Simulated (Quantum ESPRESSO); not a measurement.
## PbSe: single-point calculation

System: PbSe (Pm-3m, 2 atoms in the cell).
Method: Kohn-Sham DFT of a periodic cell, PBE, SSSP 1.3 efficiency PBE, no spin polarisation (Quantum ESPRESSO 7.5).

The structure derives from a Materials Project entry. The volume is scaled by 0.96.

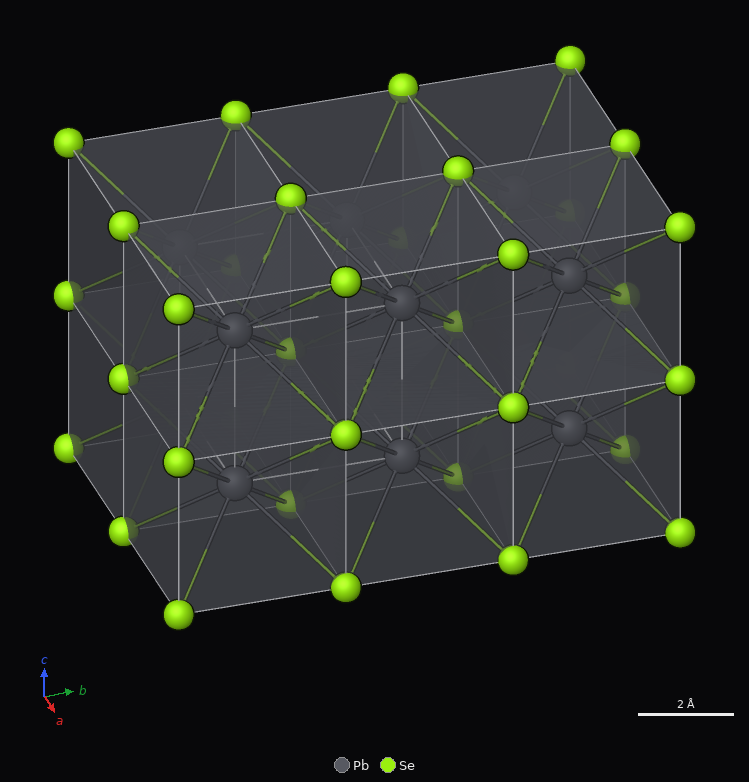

**Figure 1.** The input geometry (polyhedral view of the cell of the calculation, repeated 1 × 2 × 1, seen at an oblique angle; polyhedra are completed across the faces of the cell). An atom can appear more than once, as a periodic image.

### Results in brief

| quantity | value |
| --- | --- |
| outcome | converged |
| space group (tolerance 0.01 Å) | Pm-3m (221) |
| electrons treated | 20 |
| free energy | −12438.3928 eV |
| Fermi energy | 9.190 eV |
| gap on the k-point mesh | none (metallic) |
| pressure | 1.95 GPa |
| largest force (length of the vector) | under 0.001 eV/Å |
| hardware | 1 thread of Intel Xeon (Sapphire Rapids), 16 GiB of memory available, shared host |
| wall time | 27 s |
| peak memory | 0.24 GiB |

### Remarks

Spin–orbit coupling is left out, which matters for Pb.

### Input file
```
&CONTROL
  calculation = 'scf'
  prefix = 'pwscf'
  outdir = './tmp'
  pseudo_dir = './pseudo'
  tprnfor = .true.
  tstress = .true.
  disk_io = 'nowf'
/
&SYSTEM
  ibrav = 0
  nat = 2
  ntyp = 2
  ecutwfc = 55
  ecutrho = 440
  nbnd = 16
  occupations = 'smearing'
  smearing = 'fd'
  degauss = 0.00367493
/
&ELECTRONS
  conv_thr = 4d-10
  electron_maxstep = 120
  mixing_beta = 0.5
/
ATOMIC_SPECIES
Pb   207.2000 Pb.pbe-dn-kjpaw_psl.0.2.2.UPF
Se    78.9710 Se_pbe_v1.uspp.F.UPF
CELL_PARAMETERS angstrom
   3.7331762438    0.0000000000    0.0000000000
   0.0000000000    3.7331762438    0.0000000000
   0.0000000000    0.0000000000    3.7331762438
ATOMIC_POSITIONS crystal
Pb     0.0000000000    0.0000000000    0.0000000000
Se     0.5000000000    0.5000000000    0.5000000000
K_POINTS automatic
7 7 7 0 0 0
```

Command:
```bash
OMP_NUM_THREADS=1 pw.x -in pw.in > pw.out
```

### Log
```
This program is part of the open-source Quantum ESPRESSO suite
     for quantum simulation of materials; please cite
         "P. Giannozzi et al., J. Phys.:Condens. Matter 21 395502 (2009);
         "P. Giannozzi et al., J. Phys.:Condens. Matter 29 465901 (2017);
         "P. Giannozzi et al., J. Chem. Phys. 152 154105 (2020);
          URL
     in publications or presentations arising from this work. More details at

     file Pb.pbe-dn-kjpaw_psl.0.2.2.UPF: wavefunction(s)  6S renormalized
     Message from routine setup:
     using ibrav=0 with symmetry is DISCOURAGED, use correct ibrav instead

     G-vector sticks info
     --------------------
     sticks:   dense  smooth     PW     G-vecs:    dense   smooth      PW
     Sum        1749     877    261                54795    19381    3119

     Using Slab Decomposition

     bravais-lattice index     =            0
     lattice parameter (alat)  =       7.0547  a.u.
     unit-cell volume          =     351.1010 (a.u.)^3
     number of atoms/cell      =            2
     number of atomic types    =            2
     number of electrons       =        20.00
     number of Kohn-Sham states=           16
     kinetic-energy cutoff     =      55.0000  Ry
     charge density cutoff     =     440.0000  Ry
     scf convergence threshold =      4.0E-10
     mixing beta               =       0.5000
     number of iterations used =            8  plain     mixing
     Exchange-correlation= SLA  PW   PBE  PBE
                           (   1   4   3   4   0   0   0)

     celldm(1)=   7.054681  celldm(2)=   0.000000  celldm(3)=   0.000000
     celldm(4)=   0.000000  celldm(5)=   0.000000  celldm(6)=   0.000000

     crystal axes: (cart. coord. in units of alat)
               a(1) = (   1.000000   0.000000   0.000000 )
               a(2) = (   0.000000   1.000000   0.000000 )
               a(3) = (   0.000000   0.000000   1.000000 )

     reciprocal axes: (cart. coord. in units 2 pi/alat)
               b(1) = (  1.000000  0.000000  0.000000 )
               b(2) = (  0.000000  1.000000  0.000000 )
               b(3) = (  0.000000  0.000000  1.000000 )

     PseudoPot. # 1 for Pb read from file:
     Pb.pbe-dn-kjpaw_psl.0.2.2.UPF
     Pseudo is Projector augmented-wave + core cor, Zval = 14.0
     Generated using "atomic" code by A. Dal Corso  v.5.0.99 svn rev. 10869
     Shape of augmentation charge: PSQ
     Using radial grid of 1281 points,  6 beta functions with:
                l(1) =   0
                l(2) =   0
                l(3) =   1
                l(4) =   1
                l(5) =   2
                l(6) =   2
     Q(r) pseudized with 0 coefficients

     PseudoPot. # 2 for Se read from file:
     Se_pbe_v1.uspp.F.UPF
     Pseudo is Ultrasoft + core correction, Zval =  6.0
     Generated by new atomic code, or converted to UPF format
     Using radial grid of  877 points,  6 beta functions with:
                l(1) =   0
                l(2) =   0
                l(3) =   1
                l(4) =   1
                l(5) =   2
                l(6) =   2
     Q(r) pseudized with  8 coefficients,  rinner =    1.300   1.300   1.300
                                                       1.300   1.300

     atomic species   valence    mass     pseudopotential
     Pb               14.00   207.20000     Pb( 1.00)
     Se                6.00    78.97100     Se( 1.00)

     48 Sym. Ops., with inversion, found

   Cartesian axes

     site n.     atom                  positions (alat units)
         1        Pb     tau(   1) = (   0.0000000   0.0000000   0.0000000  )
         2        Se     tau(   2) = (   0.5000000   0.5000000   0.5000000  )

     number of k points=    20  Fermi-Dirac smearing, width (Ry)=  0.0037
                       cart. coord. in units 2pi/alat
        k(    1) = (   0.0000000   0.0000000   0.0000000), wk =   0.0058309
        k(    2) = (   0.0000000   0.0000000   0.1428571), wk =   0.0349854
        k(    3) = (   0.0000000   0.0000000   0.2857143), wk =   0.0349854
        k(    4) = (   0.0000000   0.0000000   0.4285714), wk =   0.0349854
        k(    5) = (   0.0000000   0.1428571   0.1428571), wk =   0.0699708
        k(    6) = (   0.0000000   0.1428571   0.2857143), wk =   0.1399417
        k(    7) = (   0.0000000   0.1428571   0.4285714), wk =   0.1399417
        k(    8) = (   0.0000000   0.2857143   0.2857143), wk =   0.0699708
        k(    9) = (   0.0000000   0.2857143   0.4285714), wk =   0.1399417
        k(   10) = (   0.0000000   0.4285714   0.4285714), wk =   0.0699708
        k(   11) = (   0.1428571   0.1428571   0.1428571), wk =   0.0466472
        k(   12) = (   0.1428571   0.1428571   0.2857143), wk =   0.1399417
        k(   13) = (   0.1428571   0.1428571   0.4285714), wk =   0.1399417
        k(   14) = (   0.1428571   0.2857143   0.2857143), wk =   0.1399417
        k(   15) = (   0.1428571   0.2857143   0.4285714), wk =   0.2798834
        k(   16) = (   0.1428571   0.4285714   0.4285714), wk =   0.1399417
        k(   17) = (   0.2857143   0.2857143   0.2857143), wk =   0.0466472
        k(   18) = (   0.2857143   0.2857143   0.4285714), wk =   0.1399417
        k(   19) = (   0.2857143   0.4285714   0.4285714), wk =   0.1399417
        k(   20) = (   0.4285714   0.4285714   0.4285714), wk =   0.0466472

     Dense  grid:    54795 G-vectors     FFT dimensions: (  48,  48,  48)

     Smooth grid:    19381 G-vectors     FFT dimensions: (  36,  36,  36)

     Initial potential from superposition of free atoms

     starting charge      19.9976, renormalised to      20.0000
     Starting wfcs are   13 randomized atomic wfcs +    3 random wfcs

     Self-consistent Calculation

     iteration #  1     ecut=    55.00 Ry     beta= 0.50
     Davidson diagonalization with overlap
     ethr =  1.00E-02,  avg # of iterations =  5.0

     Threshold (ethr) on eigenvalues was too large:
     Diagonalizing with lowered threshold

     Davidson diagonalization with overlap
     ethr =  5.75E-04,  avg # of iterations =  2.4

     total energy              =    -914.16468459 Ry
     estimated scf accuracy    <       0.11272948 Ry

     iteration #  2     ecut=    55.00 Ry     beta= 0.50
     Davidson diagonalization with overlap
     ethr =  5.64E-04,  avg # of iterations =  2.5

     total energy              =    -914.19849561 Ry
     estimated scf accuracy    <       0.02250381 Ry

     iteration #  3     ecut=    55.00 Ry     beta= 0.50
     Davidson diagonalization with overlap
     ethr =  1.13E-04,  avg # of iterations =  3.9

     total energy              =    -914.20390337 Ry
     estimated scf accuracy    <       0.00070917 Ry

     iteration #  4     ecut=    55.00 Ry     beta= 0.50
     Davidson diagonalization with overlap
     ethr =  3.55E-06,  avg # of iterations =  8.7

     total energy              =    -914.20498706 Ry
     estimated scf accuracy    <       0.00007890 Ry

     iteration #  5     ecut=    55.00 Ry     beta= 0.50
     Davidson diagonalization with overlap
     ethr =  3.95E-07,  avg # of iterations =  3.6

     total energy              =    -914.20500556 Ry
     estimated scf accuracy    <       0.00002014 Ry

     iteration #  6     ecut=    55.00 Ry     beta= 0.50
     Davidson diagonalization with overlap
     ethr =  1.01E-07,  avg # of iterations =  2.5

     total energy              =    -914.20500938 Ry
     estimated scf accuracy    <       0.00000059 Ry

     iteration #  7     ecut=    55.00 Ry     beta= 0.50
     Davidson diagonalization with overlap
     ethr =  2.96E-09,  avg # of iterations =  6.4

     total energy              =    -914.20501029 Ry
     estimated scf accuracy    <       0.00000033 Ry

     iteration #  8     ecut=    55.00 Ry     beta= 0.50
     Davidson diagonalization with overlap
     ethr =  1.65E-09,  avg # of iterations =  2.8

     total energy              =    -914.20501035 Ry
     estimated scf accuracy    <       0.00000004 Ry

     iteration #  9     ecut=    55.00 Ry     beta= 0.50
     Davidson diagonalization with overlap
     ethr =  1.76E-10,  avg # of iterations =  3.7

     total energy              =    -914.20501036 Ry
     estimated scf accuracy    <          5.2E-09 Ry

     iteration # 10     ecut=    55.00 Ry     beta= 0.50
     Davidson diagonalization with overlap
     ethr =  2.62E-11,  avg # of iterations =  3.5

     End of self-consistent calculation

          k = 0.0000 0.0000 0.0000 (  2469 PWs)   bands (ev):

    -7.7285  -7.7285  -7.5594  -7.5594  -7.5594  -4.2645   2.2412   7.6245
     7.6245   7.6245  14.3000  14.3000  15.5522  15.5522  15.5522  21.0190

          k = 0.0000 0.0000 0.1429 (  2445 PWs)   bands (ev):

    -7.7270  -7.7038  -7.5687  -7.5687  -7.5586  -4.1060   1.8974   7.5522
     7.8067   7.8067  13.7916  14.4623  15.0299  15.0299  15.8809  21.6923

          k = 0.0000 0.0000 0.2857 (  2421 PWs)   bands (ev):

    -7.7235  -7.6486  -7.5896  -7.5896  -7.5567  -3.6777   1.0403   7.7536
     8.2925   8.2925  11.8124  13.8596  13.8596  14.9317  18.3165  19.3655

          k = 0.0000 0.0000 0.4286 (  2404 PWs)   bands (ev):

    -7.7208  -7.6062  -7.6062  -7.6047  -7.5551  -3.2051   0.2289   8.5433
     8.8179   8.8179   9.9668  12.8585  12.8585  15.5629  17.9464  21.5515

          k = 0.0000 0.1429 0.1429 (  2428 PWs)   bands (ev):

    -7.7141  -7.6901  -7.5805  -7.5686  -7.5668  -3.9494   1.6975   6.8300
     7.9755   8.4983  12.8126  14.4165  14.7124  15.2710  16.6817  20.0450

          k = 0.0000 0.1429 0.2857 (  2419 PWs)   bands (ev):

    -7.7066  -7.6382  -7.6064  -7.5882  -7.5653  -3.5306   1.0844   6.5558
     8.4185   9.0026  11.1149  13.8671  13.9408  15.8340  18.6471  19.5187

          k = 0.0000 0.1429 0.4286 (  2413 PWs)   bands (ev):

    -7.7033  -7.6269  -7.6044  -7.5942  -7.5635  -3.0786   0.4090   7.0353
     8.4248   8.8808  10.7594  13.0355  13.0606  16.2653  18.9551  20.7443

          k = 0.0000 0.2857 0.2857 (  2424 PWs)   bands (ev):

    -7.6835  -7.6432  -7.6002  -7.5862  -7.5834  -3.1504   1.0869   5.5390
     8.1783   8.7331  11.1311  13.7907  13.9771  17.0528  18.7099  19.2173

          k = 0.0000 0.2857 0.4286 (  2413 PWs)   bands (ev):

    -7.6747  -7.6714  -7.6004  -7.5821  -7.5603  -2.7675   0.9054   5.5163
     6.7227   9.0288  11.9543  13.3887  13.5973  17.1246  19.2071  19.2299

          k = 0.0000 0.4286 0.4286 (  2428 PWs)   bands (ev):

    -7.7063  -7.6602  -7.5973  -7.5968  -7.5241  -2.4815   1.4712   4.7395
     5.2418   9.1554  12.9786  13.5578  14.1677  16.4672  18.4405  18.5422

          k = 0.1429 0.1429 0.1429 (  2412 PWs)   bands (ev):

    -7.6887  -7.6887  -7.5834  -7.5767  -7.5767  -3.7964   1.5747   7.0277
     7.0277   9.2088  12.5401  13.9779  13.9779  16.4279  16.4279  20.7041

          k = 0.1429 0.1429 0.2857 (  2417 PWs)   bands (ev):

    -7.6856  -7.6320  -7.6092  -7.5989  -7.5750  -3.3914   1.1363   6.4455
     7.5695   9.1306  11.6790  12.7459  14.1333  16.5043  18.5609  19.8057

          k = 0.1429 0.1429 0.4286 (  2422 PWs)   bands (ev):

    -7.6830  -7.6304  -7.6166  -7.5869  -7.5724  -2.9637   0.5874   6.7343
     8.0485   8.2017  11.5936  11.6312  14.2938  16.8963  19.0959  19.8529

          k = 0.1429 0.2857 0.2857 (  2417 PWs)   bands (ev):

    -7.6571  -7.6399  -7.6006  -7.5994  -7.5933  -3.0348   1.1830   5.7594
     7.6561   8.1119  11.6690  13.0699  13.2572  17.6634  19.0576  19.7055

          k = 0.1429 0.2857 0.4286 (  2419 PWs)   bands (ev):

    -7.6667  -7.6484  -7.6146  -7.5935  -7.5581  -2.6830   1.0793   5.6710
     6.7694   8.1914  11.2692  12.3920  14.1149  17.6143  18.9296  19.1743

          k = 0.1429 0.4286 0.4286 (  2424 PWs)   bands (ev):

    -7.6977  -7.6328  -7.6103  -7.6094  -7.5235  -2.4282   1.6409   4.9733
     5.4295   8.4774  11.7345  12.4678  13.3030  17.2648  19.2911  19.7110

          k = 0.2857 0.2857 0.2857 (  2428 PWs)   bands (ev):

    -7.6418  -7.6208  -7.6208  -7.5962  -7.5962  -2.7475   1.4020   6.3826
     6.3826   7.5383  11.3680  11.3680  13.3402  18.7601  19.3433  19.3433

          k = 0.2857 0.2857 0.4286 (  2405 PWs)   bands (ev):

    -7.6610  -7.6404  -7.6184  -7.5948  -7.5486  -2.4802   1.5580   5.9024
     6.6036   7.1927   9.9173  11.5020  12.9516  18.8461  19.7429  20.3266

          k = 0.2857 0.4286 0.4286 (  2415 PWs)   bands (ev):

    -7.6785  -7.6392  -7.6375  -7.5709  -7.5222  -2.3016   2.1035   5.6435
     5.9053   7.3398   9.8095  10.5856  11.4986  19.5731  21.2319  21.5094

          k = 0.4286 0.4286 0.4286 (  2404 PWs)   bands (ev):

    -7.6655  -7.6597  -7.6597  -7.5211  -7.5211  -2.1923   2.6154   6.2876
     6.5684   6.5684   8.9737   8.9737   9.8436  22.0099  22.6025  22.6025

     the Fermi energy is     9.1904 ev

!    total energy              =    -914.20501036 Ry
     estimated scf accuracy    <          4.3E-12 Ry
     smearing contrib. (-TS)   =      -0.00072991 Ry
     internal energy E=F+TS    =    -914.20428045 Ry

     The total energy is F=E-TS. E is the sum of the following terms:
     one-electron contribution =     -29.27777141 Ry
     hartree contribution      =      29.96754663 Ry
     xc contribution           =     -74.05115360 Ry
     ewald contribution        =    -112.40455729 Ry
     one-center paw contrib.   =    -728.43834478 Ry

     convergence has been achieved in  10 iterations

     Forces acting on atoms (cartesian axes, Ry/au):

     atom    1 type  1   force =     0.00000000    0.00000000    0.00000000
     atom    2 type  2   force =     0.00000000    0.00000000    0.00000000

     Total force =     0.000000     Total SCF correction =     0.000000

     Computing stress (Cartesian axis) and pressure

          total   stress  (Ry/bohr**3)                   (kbar)     P=       19.53
   0.00013276   0.00000000   0.00000000           19.53        0.00        0.00
   0.00000000   0.00013276   0.00000000            0.00       19.53        0.00
   0.00000000   0.00000000   0.00013276            0.00        0.00       19.53

=------------------------------------------------------------------------------=
   JOB DONE.
=------------------------------------------------------------------------------=
```

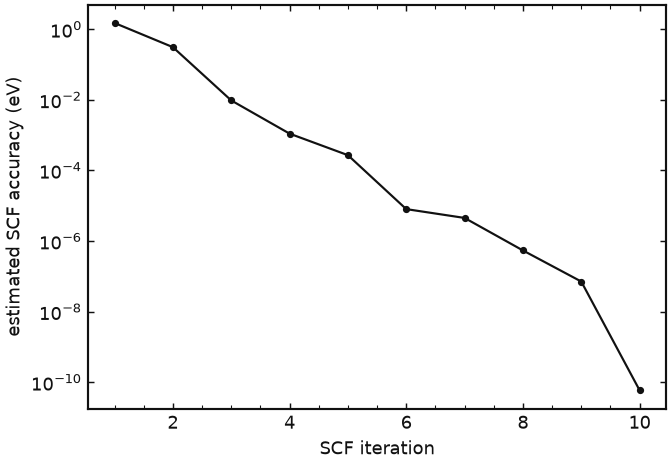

**Figure 2.** Convergence of the self-consistent field: estimated SCF accuracy against the iteration. The field takes 10 iterations in all.
